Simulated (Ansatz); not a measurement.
# YPO4 (I4_1/amd): the gap up the ladder of methods, part 2 of 2

What gap does each level of theory give for YPO4 (I4_1/amd), and in what time?

Ansatz 0.2.0; density functionals, hybrids and G0W0, plane waves, PAW. Known limits of the many-body steps: finite bands, screening cutoff and k mesh; no spin-orbit coupling in G0W0.

So far. Step 5 (HSE06 on the 4×4×4 mesh): Over mesh and listed points the gap is 7.829 eV, from k = Γ to k = (0.000, 0.000, 0.350). The least direct gap found is 8.049 eV, at k = (0.000, 0.000, 0.167). On the 4×4×4 mesh alone the same run gives 7.871 eV, so that mesh misses an edge of HSE06: 7.871 − 7.829 = +0.042 eV. HSE06 against LDA: 7.829 − 5.798 = +2.031 eV. The runs also differ in mesh (6×6×6 and 4×4×4), so how much of this comes from the functional alone is not known.

The database entry behind the starting cell differs from later determinations by our own check (impure mineral, about 0.2 % long), so it need not match the best structure at ambient conditions.

In doubt: masses and optical values from hybrid runs of this build are listed as unsure (steps 8, 9), which bears on the screening that GW takes from such a start.

**7. G0W0@r2SCAN, 4×4×4 mesh, 658 empty bands, screening to 160 eV**

G0W0 replaces the xc potential by a self-energy built once from the orbitals of the start. Levels are corrected in the window of bands that the input names, at points of the mesh.

This step: G0W0 on r2SCAN, plane waves, PAW.

input.yaml reads:

```yaml
crystal:
  lattice:
    - [-3.44735, 3.44735, 3.0138]
    - [3.44735, -3.44735, 3.0138]
    - [3.44735, 3.44735, -3.0138]
  atoms:
    - { symbol: "Y", position: [0.75, 0.25, 0.5] }
    - { symbol: "Y", position: [0.0, 0.0, 0.0] }
    - { symbol: P, position: [0.5, 0.5, 0.0] }
    - { symbol: P, position: [0.25, 0.75, 0.5] }
    - { symbol: O, position: [0.1661, 0.3408, 0.8253] }
    - { symbol: O, position: [0.0908, 0.7655, 0.6747] }
    - { symbol: O, position: [0.5155, 0.3408, 0.1747] }
    - { symbol: O, position: [0.0908, 0.4161, 0.3253] }
    - { symbol: O, position: [0.5839, 0.9092, 0.6747] }
    - { symbol: O, position: [0.6592, 0.8339, 0.1747] }
    - { symbol: O, position: [0.2345, 0.9092, 0.3253] }
    - { symbol: O, position: [0.6592, 0.4845, 0.8253] }
kpoints:
  mp_grid: { grid: [4, 4, 4] }
hamiltonian:
  xc: r2scan
scf:
  occupations: { method: fixed }
gw:
  n_empty_bands: 658
  ecut_chi: 160.0
  qp_bands: [v4, c4]
  qp_kpoints: band_edges
  screening: { model: contour_deformation }
```

Run with:

```
> ansatz run input.yaml --threads 24 --pin off --max-ram 82944MiB --backend cuda --events-out ev --progress --plain --runs-dir out --devices 1 --max-vram 78GiB
```

Numbers of over 12 decimals in the logs are rounded to 6 here.

The log of the run:

```text
GPUs: using 1 of 1 available (devices: 1).
[...]
Crystal: 12 atoms, lattice volume = 143.267 Å³
Basis set: ecut = 500 eV, 3683 PW (Γ), exchange–correlation on 180×180×180 points (64 copies of the dense FFT grid, shifted against one another)
Bands: 52, of which v1, the nominal top of the filled ones, is band 40 counted from 1 (39 counted from 0)
Symmetry: 16 space group operations
[...]
k-points: 13 of 64
[...]
5    42     13.5031    -8.7211    -4.7377   -14.7485  0.8427    14.8060    14.7928  root
     5    43     14.0617    -9.9112    -4.5062   -15.6998  0.8439    15.3556    15.3441  root
[...]
11    41     13.3703    -8.9995    -4.5577   -14.8140  0.8433    14.6391    14.6272  root
    11    42     13.3703    -8.9995    -4.5577   -14.8140  0.8433    14.6391    14.6272  root
    11    43     14.1142    -9.8595    -4.5588   -15.7116  0.8436    15.4195    15.4075  root
    11    44     14.1142    -9.8595    -4.5588   -15.7116  0.8436    15.4195    15.4075  root
[key lines of the parts left out:]
SCF converged after 7 iterations
```

It took 16 s on 1 × NVIDIA GB200 (shared by 2 runs) with 24 threads of Arm Neoverse V2, shared host; peak memory 3.3 GiB.

This step gave:

| Item | Value |
| --- | --- |
| bands summed | 698 |
| RPA ε∞ on this mesh (eigenvalues) | 2.804, 2.804, 3.129 |
| plane waves in the screening matrix | 663 |
| G0W0 gap over the corrected points | 8.882 eV |
| k of the valence top | 0, 0, 0 |
| k of the conduction bottom | 0, 0, 0.25 |
| starting gap on the mesh | 6.630 eV |
| Z at the valence top | 0.7983 |
| Z at the conduction bottom | 0.8471 |
| least direct G0W0 gap over the corrected points | 8.946 eV |

Over 12 of 13 irreducible mesh points the G0W0 gap is 8.882 eV, from k = Γ to k = (0.000, 0.000, 0.250). The r2SCAN gap of this run on the mesh is 6.630 eV. The two states that bound the G0W0 gap lie that far apart at the start, so the correction of the gap is 8.882 − 6.630 = +2.252 eV.

**8. G0W0@HSE06, 4×4×4 mesh, 305 empty bands, screening to 96 eV**

This step: G0W0 on HSE06, plane waves, PAW.

Edit input.yaml of step 7 so:

```diff
@@ -21,3 +21,3 @@
 hamiltonian:
-  xc: r2scan
+  xc: hse06
 scf:
@@ -25,4 +25,4 @@
 gw:
-  n_empty_bands: 658
-  ecut_chi: 160.0
+  n_empty_bands: 305
+  ecut_chi: 96
   qp_bands: [v4, c4]
```

The log of the run:

```text
GPUs: using 1 of 1 available (devices: 1).
[...]
Crystal: 12 atoms, lattice volume = 143.267 Å³
Basis set: ecut = 420 eV, 2783 PW (Γ)
Bands: 52, of which v1, the nominal top of the filled ones, is band 40 counted from 1 (39 counted from 0)
Symmetry: 16 space group operations
[...]
k-points: 13 of 64
[...]
5    41     13.7557    -8.9773    -4.0638   -14.1821  0.8594    14.9042    14.8967  root
     5    42     13.9657    -8.3800    -4.3289   -13.8436  0.8601    15.1081    15.1003  root
     5    43     14.4419    -9.5384    -4.1159   -14.8707  0.8610    15.6665    15.6584  root
[...]
11    41     13.8061    -8.5903    -4.1720   -13.8827  0.8608    14.9337    14.9265  root
    11    42     13.8061    -8.5903    -4.1720   -13.8827  0.8608    14.9337    14.9265  root
    11    43     14.5106    -9.5020    -4.1662   -14.8858  0.8606    15.7365    15.7282  root
    11    44     14.5106    -9.5020    -4.1662   -14.8858  0.8606    15.7365    15.7282  root
```

Run time: 19 s. Hardware: 1 × NVIDIA GB200 (shared by 2 runs) with 24 threads; peak memory 2.1 GiB; 64 s of CPU time.

Numbers from this step:

- bands summed: 345
- RPA ε∞ on this mesh (eigenvalues): 2.614, 2.614, 2.900
- plane waves in the screening matrix: 313
- G0W0 gap over the corrected points: 9.228 eV
- k of the valence top: 0, 0, 0
- k of the conduction bottom: 0, 0, 0.25
- starting gap on the mesh: 7.871 eV
- Z at the valence top: 0.8201
- Z at the conduction bottom: 0.8639
- least direct G0W0 gap over the corrected points: 9.232 eV

Over 12 of 13 irreducible mesh points the G0W0 gap is 9.228 eV, from k = Γ to k = (0.000, 0.000, 0.250). The HSE06 gap of this run on the mesh is 7.871 eV. The two states that bound the G0W0 gap lie that far apart at the start, so the correction of the gap is 9.228 − 7.871 = +1.357 eV. G0W0@HSE06 against G0W0@r2SCAN with 345 bands (a further run, in the table below): 9.228 − 8.773 = +0.455 eV. The runs also differ in plane-wave cutoff (500 eV and 420 eV), so how much of this comes from the start alone is not known.

**9. G0W0@PBE0, 4×4×4 mesh, 305 empty bands, screening to 96 eV**

This step: G0W0 on PBE0, plane waves, PAW.

Edit input.yaml of step 8 so:

```diff
@@ -21,3 +21,3 @@
 hamiltonian:
-  xc: hse06
+  xc: pbe0
 scf:
```

The log of the run:

```text
GPUs: using 1 of 1 available (devices: 1).
[...]
Crystal: 12 atoms, lattice volume = 143.267 Å³
Basis set: ecut = 420 eV, 2783 PW (Γ)
Bands: 52, of which v1, the nominal top of the filled ones, is band 40 counted from 1 (39 counted from 0)
Symmetry: 16 space group operations
[...]
k-points: 13 of 64
[...]
5    41     14.1344    -8.9543    -3.9486   -13.7702  0.8666    15.0055    15.0017  root
     5    42     14.3450    -8.3634    -4.2055   -13.4350  0.8673    15.2150    15.2111  root
     5    43     14.8198    -9.5094    -4.0027   -14.4537  0.8679    15.7656    15.7614  root
[...]
11    41     14.1834    -8.5679    -4.0546   -13.4718  0.8680    15.0363    15.0327  root
    11    42     14.1834    -8.5679    -4.0546   -13.4718  0.8680    15.0363    15.0327  root
    11    43     14.8887    -9.4787    -4.0502   -14.4737  0.8675    15.8379    15.8335  root
    11    44     14.8887    -9.4787    -4.0502   -14.4737  0.8675    15.8379    15.8335  root
```

The job ended after 26 s (1 × NVIDIA GB200 (shared by 2 runs) with 24 threads; peak memory 1.9 GiB).

Numbers from this step:

```
bands summed                                    : 345
RPA ε∞ on this mesh (eigenvalues)               : 2.532, 2.532, 2.797
plane waves in the screening matrix             : 313
G0W0 gap over the corrected points              : 9.444 eV
k of the valence top                            : 0, 0, 0
k of the conduction bottom                      : 0, 0, 0
starting gap on the mesh                        : 8.649 eV
Z at the valence top                            : 0.8283
Z at the conduction bottom                      : 0.8760
least direct G0W0 gap over the corrected points : 9.444 eV
```

Over 12 of 13 irreducible mesh points the G0W0 gap is 9.444 eV, direct, at k = Γ. The PBE0 gap of this run on the mesh is 8.649 eV. Other states bound it: the two that bound the G0W0 gap lie 8.809 eV apart in PBE0, so state for state the correction is 9.444 − 8.809 = +0.635 eV, while gap against gap it is 9.444 − 8.649 = +0.795 eV. G0W0@PBE0 against G0W0@HSE06 with 345 bands: 9.444 − 9.228 = +0.216 eV. Mesh, set of files and cutoffs are the same, but the conduction bottom lies at another k point, so this need not be the shift of one pair of states.

**10. All levels together**

Each gap is the least one over the points named; times are wall times on shared hosts, not benchmarks. A G0W0 time includes the run's own self-consistent start. Runs with listed points see these and the mesh alone, so an edge that moves elsewhere is missed. Rows marked * are further runs, not shown as steps, whose inputs differ from the G0W0 step on the same start in the columns given; solver thresholds can differ too.

| level | mesh | files, cutoff | bands summed, screening | points | gap (eV) | valence top | conduction bottom | least direct gap (eV) | time |
| --- | --- | --- | --- | --- | --- | --- | --- | --- | --- |
| LDA | 6×6×6 | soft_2 PAW, 420 eV | - | mesh and listed points | 5.798 | Γ | (0.000, 0.000, 0.350) | 6.014 | 1.8 s |
| r2SCAN | 6×6×6 | soft_2 PAW, 500 eV | - | mesh and path | 6.593 | Γ | (0.000, 0.000, 0.350) | 6.794 | 2 s |
| r2SCAN+SOC | 6×6×6 | soft_2 PAW, 500 eV | - | mesh and listed points | 6.593 | Γ | (0.000, 0.000, 0.350) | 6.794 | 2.5 s |
| HSE06 | 4×4×4 | soft_2 PAW, 420 eV | - | mesh and listed points | 7.829 | Γ | (0.000, 0.000, 0.350) | 8.049 | 7.5 s |
| PBE0 | 4×4×4 | soft_2 PAW, 420 eV | - | mesh and listed points | 8.606 | Γ | (0.000, 0.000, 0.350) | 8.809 | 8.5 s |
| G0W0@r2SCAN* | 4×4×4 | soft_2 PAW, 500 eV | 148, 48 eV | all 13 irreducible mesh points | 8.855 | Γ | Γ | 8.855 | 4.2 s |
| G0W0@r2SCAN* | 4×4×4 | soft_2 PAW, 500 eV | 345, 96 eV | 12 of 13 irreducible mesh points | 8.773 | Γ | (0.000, 0.000, 0.250) | 8.792 | 7.7 s |
| G0W0@r2SCAN | 4×4×4 | soft_2 PAW, 500 eV | 698, 160 eV | 12 of 13 irreducible mesh points | 8.882 | Γ | (0.000, 0.000, 0.250) | 8.946 | 16 s |
| G0W0@r2SCAN* | 2×2×2 | soft_2 PAW, 500 eV | 345, 96 eV | all 4 irreducible mesh points | 8.801 | Γ | Γ | 8.801 | 2.2 s |
| G0W0@HSE06 | 4×4×4 | soft_2 PAW, 420 eV | 345, 96 eV | 12 of 13 irreducible mesh points | 9.228 | Γ | (0.000, 0.000, 0.250) | 9.232 | 19 s |
| G0W0@PBE0 | 4×4×4 | soft_2 PAW, 420 eV | 345, 96 eV | 12 of 13 irreducible mesh points | 9.444 | Γ | Γ | 9.444 | 26 s |

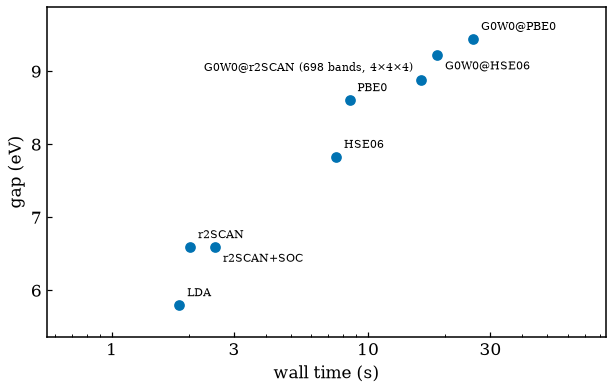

Gap against wall time for the runs shown as steps.

**11. Results**

```json
{
 "LDA, over mesh and listed points": "5.798 eV",
 "r2SCAN, over mesh and path": "6.593 eV",
 "r2SCAN+SOC, over mesh and listed points": "6.593 eV",
 "HSE06, over mesh and listed points": "7.829 eV",
 "PBE0, over mesh and listed points": "8.606 eV",
 "G0W0@r2SCAN (698 bands, 4×4×4), over 12 of 13 irreducible mesh points": "8.882 eV",
 "G0W0@HSE06, over 12 of 13 irreducible mesh points": "9.228 eV",
 "G0W0@PBE0, over 12 of 13 irreducible mesh points": "9.444 eV",
 "known limits": "finite bands, screening cutoff and k mesh; no spin-orbit coupling in G0W0"
}
```

The rows run from 5.798 eV (LDA) to 9.444 eV (G0W0@PBE0). They differ in mesh, plane-wave cutoff, bands and screening cutoff of G0W0 and the points over which the gap was sought as well as in level, so only pairs that share these are like for like. r2SCAN+SOC against r2SCAN: 6.593 − 6.593 = +0.000 eV, with the same mesh, set of files (read in its fully relativistic form for the spin-orbit run) and cutoff, and both edges at the same k points. The spin-orbit run sees mesh and listed points alone, so its gap is an upper bound: the coupling can move an edge off these points, and the change over the zone, its sign included where it is small, is not known. PBE0 against HSE06: 8.606 − 7.829 = +0.777 eV, with the same mesh, files and cutoff, and both edges at the same k points. G0W0@r2SCAN (698 bands, 4×4×4) moves the gap of its own start on the mesh by 8.882 − 6.630 = +2.252 eV, between the same two levels. Over mesh and path, r2SCAN puts the conduction bottom at k = (0.000, 0.000, 0.350), where no G0W0 correction was computed. The G0W0 gap over the whole zone is therefore not known from this run; at its settings it can only be equal to or under the 8.882 eV found, and no correction is carried over from another point. For the start itself the gap is 6.593 eV over mesh and path and 6.630 eV on the mesh of the G0W0 run, in runs that differ in mesh (6×6×6 and 4×4×4). G0W0@HSE06 moves the gap of its own start on the mesh by 9.228 − 7.871 = +1.357 eV, between the same two levels. Over mesh and listed points, HSE06 puts the conduction bottom at k = (0.000, 0.000, 0.350), where no G0W0 correction was computed. The G0W0 gap over the whole zone is therefore not known from this run; at its settings it can only be equal to or under the 9.228 eV found, and no correction is carried over from another point. For the start itself the gap is 7.829 eV over mesh and listed points and 7.871 eV on the mesh of the G0W0 run. G0W0@PBE0 moves the gap of its own start on the mesh by 9.444 − 8.649 = +0.795 eV, with other states at the edges (they lie 8.809 eV apart at the start). Over mesh and listed points, PBE0 puts the conduction bottom at k = (0.000, 0.000, 0.350), where no G0W0 correction was computed. The G0W0 gap over the whole zone is therefore not known from this run; at its settings it can only be equal to or under the 9.444 eV found, and no correction is carried over from another point. For the start itself the gap is 8.606 eV over mesh and listed points and 8.649 eV on the mesh of the G0W0 run. What spin-orbit coupling does to the G0W0 levels was not computed, so no sum with the G0W0 gap is formed. For G0W0@r2SCAN: from 148 bands and 48 eV to 698 bands and 160 eV the gap moves by 8.882 − 8.855 = +0.027 eV (rung by rung 8.855, 8.773, 8.882 eV); bands and screening cutoff rise together, so their parts are not told apart. The states that bound the gap change along the series, so no limit is drawn and it is not known. The other G0W0 rows are shown at one basis each (345 bands), so their distance from the limit is not known here. With the 2×2×2 mesh in place of the 4×4×4 mesh and all else as in the G0W0@r2SCAN row with 345 bands, the gap differs by 8.801 − 8.773 = +0.028 eV, and that of the start by 6.697 − 6.630 = +0.067 eV; an edge lies at another k point, so this need not be the shift of one pair of states. The G0W0 runs are scalar-relativistic. G0W0@r2SCAN runs of this series with other atomic data on the same mesh, not shown as steps, give 8.761 eV (hard PAW, 1050 eV, 345 bands, screening to 96 eV; the table's row with the same empty bands and screening cutoff has 8.773 eV); where bands and cutoffs differ too, the part of the files is not isolated.

[Paths, hosts, dates, memory and timing lines, banners, echoed tables and standing remarks are left out of the program output.]

[Logs are printed without paths, hosts, clocks, repeated set-up lines and the standing remarks that a program may print on its own settings, such as how far it seeks lower states.]

[Runs of the session that timed out or met a known fault of the program may be left out.]

[Cells called generated may have been cut or substituted from an entry of the Crystallography Open Database or the Materials Project.]

[Hosts, paths, dates, database ids (printed as entryN), source tags and the programs' standing remarks are cut or masked in the printed files.]

[Where an RPA ε∞ is given, it is that of the G0W0 mesh and is not shown converged in it. Names of k-points follow the symmetry that the program found, which can be lower than the space group named. Band edges on a path are those of the sampled points; other points can move an edge, and change direct to indirect where valleys lie close.]

[Hybrid gaps are those of their k-mesh and are not shown converged in it.]
